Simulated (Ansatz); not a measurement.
## GeSi6: geometry relaxation (part 1 of 3)

The run: geometry relaxation of GeSi6 (slab, 7 atoms in the cell). Method and program: DFT PBEsol, scalar-relativistic, plane waves, PAW, spin-polarised (Ansatz 0.2.0).

The structure derives from a Materials Project entry. The input holds or restrains some coordinates. Forces given for the steps count only the free coordinates. It belongs to a series of runs on one base structure; here: Ge put at a bridge Si-Si site.

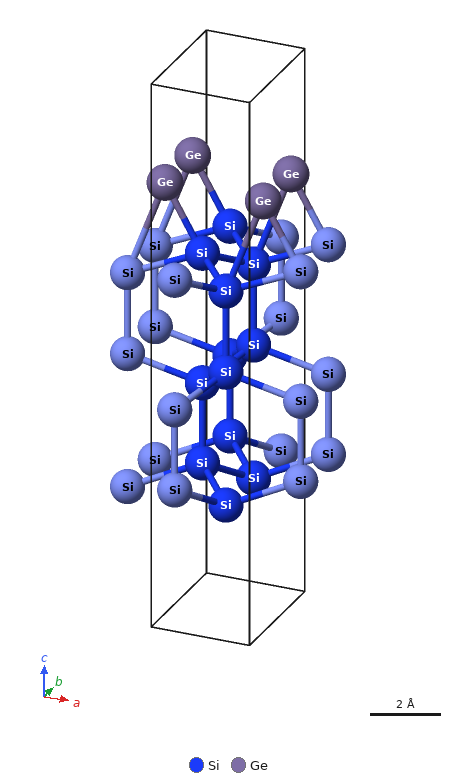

Fig. 1: The starting structure (ball-and-stick view of the 1 × 2 repeat of the cell, with the vacuum cut short, seen slightly off an axis; neighbours outside the cell are drawn fainter). An atom can appear more than once, as a periodic image.

## The input
```yaml
crystal:
  lattice:
    - [3.8248883482, 0.0, 0.0]
    - [-1.9124441741, 3.3124504762, 0.0]
    - [0.0, 0.0, 26.1211317575]
  atoms:
    - { symbol: Si, position: [0.6666666667, 0.3333333333, 0.3254070336] }
    - { symbol: Si, position: [0.3333333333, 0.6666666667, 0.3559122529] }
    - { symbol: Si, position: [0.3333333333, 0.6666666667, 0.4464642099] }
    - { symbol: Si, position: [0.6666666667, 0.3333333333, 0.4756407793] }
    - { symbol: Si, position: [0.6666666667, 0.3333333333, 0.5672640865] }
    - { symbol: Si, position: [0.3333333333, 0.6666666667, 0.5929366587] }
    - { symbol: Ge, position: [0.0, 0.5, 0.6710343468], spin: 2.0 }
basis:
  ecutwfc: 420
kpoints:
  mp_grid: { grid: [9, 9, 1] }
hamiltonian:
  xc: pbesol
scf:
  occupations: { method: gaussian, width: 0.05 }
output:
  forces: true
  eigenvalues: true
  populations: true
  write_density: true
  write_potential: true
  elf: true
  volumetric_format: npy
magnetization:
  spin_polarized: true
relax:
  adjacent_minimum: "off"
  f_tol: 0.03
  max_steps: 70
  constraints: [{ sites: [0, 1, 2] }]
efield:
  axis: 3
  dipole_correction: true
  ramp_width: 0.04
```

Run on 1 thread of AMD EPYC (Zen 5), 64 GiB of memory available, shared host.

Launched with:
```bash
ansatz run input.yaml --threads 1 --pin off --max-ram 2560MiB --backend cpu --events-out ev --progress --plain --runs-dir out
```

## The program's output
```
Engine: ansatz 0.2.0, x86_64-unknown-linux-gnu
Pseudopotentials: kind: paw
Pseudopotential: Si, paw, valence charge 4, recommended cutoff 420 eV (normal), Si.paw.azcp
Pseudopotential: Ge, paw, valence charge 14, recommended cutoff 420 eV (normal), Ge.paw.azcp
Functional definition: PBEsol
  exchange = pbesol_x
  correlation = pbesol_c
Crystal: 7 atoms, lattice volume = 330.948 Å³
Basis set: ecut = 420 eV, 6459 PW (Γ), exchange–correlation on 54×54×360 points (8 copies of the dense FFT grid, shifted against one another)
Bands: 27, of which v1, the nominal top of the filled ones, is band 19 counted from 1 (18 counted from 0)
Symmetry: 2 space group operations
k-points: 25 of 81 (time reversal used)
Non-local potential: Si, projectors of the file, l = 0: 2, l = 1: 2, l = 2: 2
Non-local potential: Ge, projectors of the file, l = 0: 2, l = 1: 2, l = 2: 3, l = 3: 1
PAW form: soft (Blöchl's): semilocal exchange-correlation on the pseudo side does not see the compensation charge
PAW frozen core: Si, regenerated for the run's functional, and the local potential with it (the file was generated under x = pbe(κ = 0.804, μ = 0.2195149727645171), c = pbe(β = 0.06672455060314922))
PAW frozen core: Ge, regenerated for the run's functional, and the local potential with it (the file was generated under x = pbe(κ = 0.804, μ = 0.2195149727645171), c = pbe(β = 0.06672455060314922))
PAW one-centre angular grid: Si, 110 points (default); XC on 64 Gauss nodes
PAW one-centre angular grid: Ge, 590 points (default); XC on 64 Gauss nodes
Initial density: superposition of atomic densities (neutral atoms: chi_scale 0, normalization atom)
Starting moments: Σ|m| = 2 μB on 1 of 7 sites
Initial wavefunctions: pseudopotential atomic-orbital guess
Functional: x = pbesol(κ = 0.804, μ = 0.12345679012345678), c = pbesol(β = 0.046)
SCF iter   1: F=—  HF=-7979.570892 eV  |F-HF|=—  |Δ(HF+E_count)|=         —  Δρ=5.36e-2 (↑5.36e-2 ↓5.15e-2)  dr2=1.43e1  dr2_m=7.76e0  M=0.223 μB ∫|m|=0.273 μB  β_m=0.30  ethr=3.10e-3  p=0.000 e·Å  D=7.81e-6 V/Å  ΔV_dip=-0.00 eV  dr2_dipole=6.20e0  V_vac-E_F(+/−)=6.22/6.22 eV  ⟨swp⟩=10.6  Hψ=8849  notcnv=0  defer=2
efield: sawtooth ramp at fractional position 0.9782 (placed from the atoms, in the widest stretch of the axis that holds none; the zero of the levels goes with the place), width 0.0400; the density the first Hamiltonian is built on has a dipole p = 0.000 e·Å; the dipole correction subtracts the counter field D = 7.81e-6 V/Å, which shifts the + side's vacuum level by -0.00 eV against the − side's; the planar-averaged density in the ramp window peaks in size at 7.0e-6 e/Å³
preconditioner: auto → LDOS  [metal: Δε(μ)=0.019 eV  Ē_g=7.726 eV  σ=0.050 eV  W_gap=0.20  n_scr=20 (ndim 8)  ℏωp=10.8 eV  f_vac=0.492  D(μ)=3.37/eV (n_scr^D=10)]
spin=Collinear: LDOS preconditioning applied to the charge; magnetization (m = ρ↑ − ρ↓) channel mixes plain (no charge-response kernel on spin).
SCF iter   2: F=—  HF=-7979.244682 eV  |F-HF|=—  |Δ(HF+E_count)|=   3.26e-1  Δρ=3.75e-2 (↑3.75e-2 ↓3.63e-2)  dr2=4.99e0  dr2_m=3.85e0  M=0.233 μB ∫|m|=0.246 μB  β_m=0.30  ethr=3.10e-3  p=0.036 e·Å  D=1.98e-2 V/Å  ΔV_dip=-0.52 eV  dr2_dipole=1.56e0  V_vac-E_F(+/−)=5.55/6.07 eV  ⟨swp⟩=1.7  Hψ=1819  notcnv=0  defer=53  κ⁻¹=1.0e0(r=1)
SCF iter   3: F=—  HF=-7978.973990 eV  |F-HF|=—  |Δ(HF+E_count)|=   2.71e-1  Δρ=2.54e-2 (↑2.53e-2 ↓2.54e-2)  dr2=7.72e-1  dr2_m=1.91e0  M=0.290 μB ∫|m|=0.297 μB  β_m=0.30  ethr=3.10e-3  p=0.077 e·Å  D=4.18e-2 V/Å  ΔV_dip=-1.09 eV  dr2_dipole=1.79e-1  V_vac-E_F(+/−)=4.70/5.79 eV  ⟨swp⟩=3.0  Hψ=1964  notcnv=0  defer=54  κ⁻¹=4.4e-4(r=2)
SCF iter   4: F=—  HF=-7979.098418 eV  |F-HF|=—  |Δ(HF+E_count)|=   1.24e-1  Δρ=1.88e-2 (↑1.88e-2 ↓1.72e-2)  dr2=2.83e0  dr2_m=9.52e-1  M=0.210 μB ∫|m|=0.218 μB  β_m=0.30  ethr=2.03e-3  p=0.018 e·Å  D=9.61e-3 V/Å  ΔV_dip=-0.25 eV  dr2_dipole=1.48e0  V_vac-E_F(+/−)=5.15/5.40 eV  ⟨swp⟩=2.2  Hψ=1991  notcnv=0  defer=134  κ⁻¹=1.4e-4(r=3)
SCF iter   5: F=—  HF=-7979.039634 eV  |F-HF|=—  |Δ(HF+E_count)|=   5.88e-2  Δρ=1.28e-2 (↑1.28e-2 ↓1.24e-2)  dr2=2.06e-1  dr2_m=4.74e-1  M=0.235 μB ∫|m|=0.240 μB  β_m=0.30  ethr=2.03e-3  p=0.044 e·Å  D=2.38e-2 V/Å  ΔV_dip=-0.62 eV  dr2_dipole=3.04e-2  V_vac-E_F(+/−)=4.65/5.28 eV  ⟨swp⟩=2.0  Hψ=1467  notcnv=0  defer=135  κ⁻¹=1.1e-4(r=4)
SCF iter   6: F=—  HF=-7979.048737 eV  |F-HF|=—  |Δ(HF+E_count)|=   9.10e-3  Δρ=8.83e-3 (↑8.83e-3 ↓8.82e-3)  dr2=2.52e-2  dr2_m=2.35e-1  M=0.253 μB ∫|m|=0.257 μB  β_m=0.30  ethr=5.43e-4  p=0.039 e·Å  D=2.12e-2 V/Å  ΔV_dip=-0.55 eV  dr2_dipole=2.98e-5  V_vac-E_F(+/−)=4.53/5.09 eV  ⟨swp⟩=2.3  Hψ=1897  notcnv=0  defer=146  κ⁻¹=2.3e-5(r=5)
SCF iter   7: F=—  HF=-7979.059369 eV  |F-HF|=—  |Δ(HF+E_count)|=   1.06e-2  Δρ=6.27e-3 (↑6.21e-3 ↓6.27e-3)  dr2=9.85e-3  dr2_m=1.17e-1  M=0.270 μB ∫|m|=0.273 μB  β_m=0.76  ethr=6.63e-5  p=0.034 e·Å  D=1.88e-2 V/Å  ΔV_dip=-0.49 eV  dr2_dipole=1.09e-3  V_vac-E_F(+/−)=4.51/5.00 eV  ⟨swp⟩=1.7  Hψ=1271  notcnv=0  defer=149
Mixer restart at iter 7: flushing history
spin-set hold released at iteration 7 (site moments contracting): the magnetisation degrees of freedom join the quasi-Newton model from the next iteration; the mixer history was flushed
SCF iter   8: F=—  HF=-7979.056905 eV  |F-HF|=—  |Δ(HF+E_count)|=   2.46e-3  Δρ=1.76e-3 (↑1.67e-3 ↓1.76e-3)  dr2=6.41e-3  dr2_m=8.53e-3  M=0.331 μB ∫|m|=0.333 μB  β_m=0.40  ethr=2.59e-5  p=0.033 e·Å  D=1.80e-2 V/Å  ΔV_dip=-0.47 eV  dr2_dipole=5.55e-4  V_vac-E_F(+/−)=4.51/4.99 eV  ⟨swp⟩=2.2  Hψ=1710  notcnv=0  defer=148
density mixer auto → msr1: a metal under ldos (density of states about μ 0.90 of a free-electron gas's, 20 screened modes)
SCF iter   9: F=—  HF=-7979.066789 eV  |F-HF|=—  |Δ(HF+E_count)|=   9.88e-3  Δρ=1.29e-3 (↑1.15e-3 ↓1.29e-3)  dr2=4.26e-3  dr2_m=4.33e-3  M=0.434 μB ∫|m|=0.436 μB  β_m=0.70  ethr=1.69e-5  p=0.031 e·Å  D=1.68e-2 V/Å  ΔV_dip=-0.44 eV  dr2_dipole=9.43e-4  V_vac-E_F(+/−)=4.52/4.96 eV  ⟨swp⟩=2.6  Hψ=1775  notcnv=0  defer=148
SCF iter  10: F=—  HF=-7979.097143 eV  |F-HF|=—  |Δ(HF+E_count)|=   3.04e-2  Δρ=1.19e-3 (↑7.65e-4 ↓1.19e-3)  dr2=2.23e-2  dr2_m=2.77e-3  M=0.622 μB ∫|m|=0.629 μB  β_m=0.85  ethr=1.12e-5  p=0.028 e·Å  D=1.54e-2 V/Å  ΔV_dip=-0.40 eV  dr2_dipole=1.33e-2  V_vac-E_F(+/−)=4.51/4.91 eV  ⟨swp⟩=2.5  Hψ=2043  notcnv=0  defer=149
SCF iter  11: F=—  HF=-7979.099921 eV  |F-HF|=—  |Δ(HF+E_count)|=   2.78e-3  Δρ=1.18e-3 (↑6.91e-4 ↓1.18e-3)  dr2=3.20e-2  dr2_m=2.53e-3  M=0.639 μB ∫|m|=0.648 μB  β_m=0.92  ethr=1.12e-5  p=0.028 e·Å  D=1.52e-2 V/Å  ΔV_dip=-0.40 eV  dr2_dipole=1.99e-2  V_vac-E_F(+/−)=4.50/4.90 eV  ⟨swp⟩=1.3  Hψ=1267  notcnv=0  defer=151
SCF iter  12: F=—  HF=-7979.104743 eV  |F-HF|=—  |Δ(HF+E_count)|=   4.82e-3  Δρ=1.09e-3 (↑5.33e-4 ↓1.09e-3)  dr2=3.98e-2  dr2_m=1.88e-3  M=0.660 μB ∫|m|=0.674 μB  β_m=0.96  ethr=1.12e-5  p=0.027 e·Å  D=1.49e-2 V/Å  ΔV_dip=-0.39 eV  dr2_dipole=2.51e-2  V_vac-E_F(+/−)=4.49/4.88 eV  ⟨swp⟩=1.9  Hψ=1326  notcnv=0  defer=151
SCF iter  13: F=—  HF=-7979.111428 eV  |F-HF|=—  |Δ(HF+E_count)|=   6.69e-3  Δρ=6.62e-4 (↑3.76e-4 ↓6.62e-4)  dr2=1.24e-2  dr2_m=6.37e-4  M=0.676 μB ∫|m|=0.718 μB  β_m=0.98  ethr=1.12e-5  p=0.024 e·Å  D=1.31e-2 V/Å  ΔV_dip=-0.34 eV  dr2_dipole=7.40e-3  V_vac-E_F(+/−)=4.50/4.84 eV  ⟨swp⟩=2.0  Hψ=1892  notcnv=0  defer=151
SCF iter  14: F=—  HF=-7979.114449 eV  |F-HF|=—  |Δ(HF+E_count)|=   3.02e-3  Δρ=2.31e-4 (↑1.98e-4 ↓2.31e-4)  dr2=2.91e-3  dr2_m=3.09e-5  M=0.694 μB ∫|m|=0.777 μB  β_m=0.83  ethr=1.12e-5  p=0.018 e·Å  D=9.66e-3 V/Å  ΔV_dip=-0.25 eV  dr2_dipole=1.04e-3  V_vac-E_F(+/−)=4.52/4.77 eV  ⟨swp⟩=2.2  Hψ=2504  notcnv=0  defer=147
SCF iter  15: F=—  HF=-7979.114231 eV  |F-HF|=—  |Δ(HF+E_count)|=   2.18e-4  Δρ=7.57e-5 (↑7.57e-5 ↓5.90e-5)  dr2=1.58e-4  dr2_m=8.60e-6  M=0.698 μB ∫|m|=0.792 μB  β_m=0.84  ethr=7.65e-6  p=0.016 e·Å  D=8.61e-3 V/Å  ΔV_dip=-0.23 eV  dr2_dipole=3.44e-5  V_vac-E_F(+/−)=4.51/4.73 eV  ⟨swp⟩=3.0  Hψ=2279  notcnv=0  defer=146
SCF iter  16: F=—  HF=-7979.114253 eV  |F-HF|=—  |Δ(HF+E_count)|=   2.28e-5  Δρ=3.22e-5 (↑3.22e-5 ↓3.16e-5)  dr2=3.83e-5  dr2_m=1.22e-6  M=0.696 μB ∫|m|=0.784 μB  β_m=0.72  ethr=4.17e-7  p=0.015 e·Å  D=8.25e-3 V/Å  ΔV_dip=-0.22 eV  dr2_dipole=1.67e-5  V_vac-E_F(+/−)=4.51/4.73 eV  ⟨swp⟩=2.0  Hψ=2175  notcnv=0  defer=146
SCF iter  17: F=—  HF=-7979.114253 eV  |F-HF|=—  |Δ(HF+E_count)|=   6.66e-7  Δρ=1.12e-5 (↑1.12e-5 ↓1.03e-5)  dr2=1.02e-5  dr2_m=2.07e-7  M=0.697 μB ∫|m|=0.785 μB  β_m=0.75  ethr=5.92e-8  p=0.015 e·Å  D=8.23e-3 V/Å  ΔV_dip=-0.22 eV  dr2_dipole=5.78e-6  V_vac-E_F(+/−)=4.51/4.73 eV  ⟨swp⟩=22.7  Hψ=14134  notcnv=0
SCF iter  18: F=-7979.114253 eV  HF=-7979.114253 eV  |F-HF|=2.14e-7  |Δ(HF+E_count)|=   6.96e-7  Δρ=4.33e-6 (↑3.36e-6 ↓4.33e-6)  dr2=2.96e-7  dr2_m=3.13e-8  M=0.698 μB ∫|m|=0.786 μB  ethr=2.69e-8  p=0.015 e·Å  D=8.22e-3 V/Å  ΔV_dip=-0.21 eV  dr2_dipole=8.04e-8  V_vac-E_F(+/−)=4.51/4.72 eV  ⟨swp⟩=12.8  Hψ=11132  notcnv=0
SCF 1 converged in 18 iterations: F = -7979.114253 eV  dr2 = 2.96e-7
  greatest PAW one-centre occupation: 0.998 electrons in one spin orbital (limit 2), on the Ge atom at site 6 (counted from 0), in its partial waves of l = 2
relax step   1: F+E_penalty+E_count = -7979.11425323 eV  Δ(F+E_penalty+E_count) = +0.000e0 eV  max|allowed force component| = 8.935e-1 eV/Å  Δτ_max = 0.0000 Å  (18 SCF iters, dr2 threshold 2.25e-5 eV, accepted)
Initial density: handed on by an earlier stage of this run
Starting moments: Σ|m| = 2 μB on 1 of 7 sites; this step starts from the density that it was given
Initial wavefunctions: those handed on with the density
iter 1 solved again at ethr=1.27e-4 eV; its pass at ethr=3.10e-3 eV (dr2=4.83e-2 eV) is discarded
```
